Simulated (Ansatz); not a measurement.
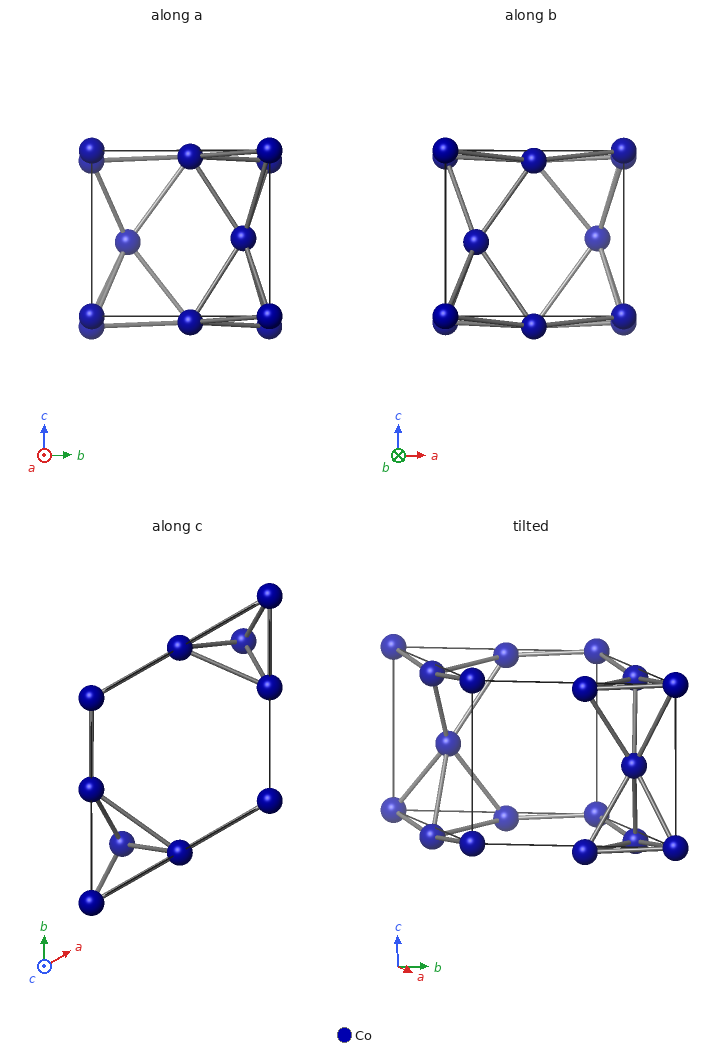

Ball-and-stick representation of a periodic structure, projected along the a axis, along the b axis, along the c axis and slightly off an axis. Thin lines show the simulation cell, with boundary atoms drawn in all their periodic places.

Lattice parameters: a = 4.873 Å, b = 4.861 Å, c = 3.933 Å, α = 89.98°, β = 90.04°, γ = 60.21°. Put a along x and b in the xy plane.

Q: Record the structure as a POSCAR file, with free fractional coordinates to two decimals.

A:
```
Co
1.0
     4.873    0.000    0.000
     2.415    4.218    0.000
    -0.003    0.003    3.933
Co
5
Direct
  0.00 0.00 0.00
  0.00 0.55 0.96
  0.50 0.00 0.94
  0.85 0.85 0.47
  0.17 0.20 0.45
```

The structure is a known structure type with an atom taken out, added or moved, with the atoms shaken; no relaxation was done. It went into a calculation with Ansatz.

At this level of theory the cell isn't at rest (stretched, at -14 GPa and forces up to 1.5 eV/Å), so its distances can differ from those at equilibrium, the more so the softer the solid.
